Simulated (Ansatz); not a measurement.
```yaml
crystal:
  lattice:
    - [2.83945, 0.00000, 0.00000]
    - [0.00000, 2.83945, 0.00000]
    - [0.00000, 0.00000, 27.04676]
  atoms:
    - { symbol: Al, position: [0.50000, 0.50000, 0.27730] }
    - { symbol: Al, position: [0.00000, 0.00000, 0.35153] }
    - { symbol: Al, position: [0.50000, 0.50000, 0.42577] }
    - { symbol: Al, position: [0.00000, 0.00000, 0.50000] }
    - { symbol: Al, position: [0.50000, 0.50000, 0.57423] }
    - { symbol: Al, position: [0.00000, 0.00000, 0.64847] }
    - { symbol: Al, position: [0.50000, 0.50000, 0.72270] }
```

Computed without spin polarisation.

All numbers below come from Ansatz 0.2.0, DFT PBEsol, scalar-relativistic, plane waves, PAW.

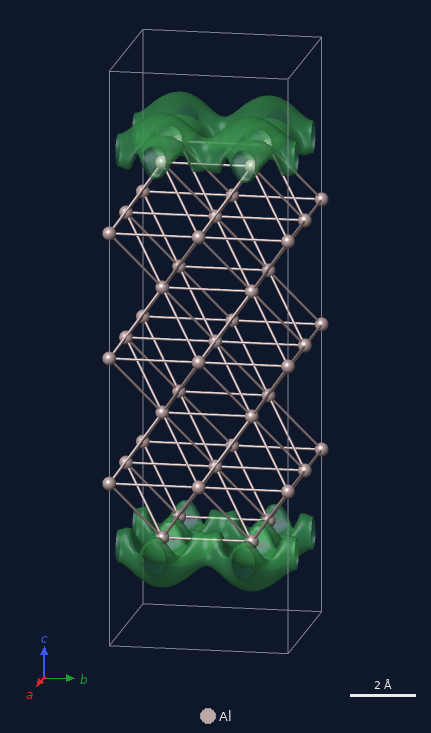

Al (slab). Isosurface of the ELF at 0.7 (green), seen slightly off an axis. Core shells and regions of very low density are left out. Sticks mark near contacts.

In a PAW calculation such maps are meaningful between the atoms, not at the nuclei.

Question: Where are the electrons localised?

Answer: At this value the surface marks out sheets that run through the cell in two directions, counted in one cell of 7 atoms. Counts are for one cell; the picture repeats the cell along the surface. There are no localised bonds or lone pairs at this value. Along the contacts the grid gives the following. Al–Al (2.84 Å): the ELF peaks at about 0.65 between the atoms.

Question: Does the calculation give a band gap?

Answer: It is metallic or semimetallic at this level of theory: no gap opens.
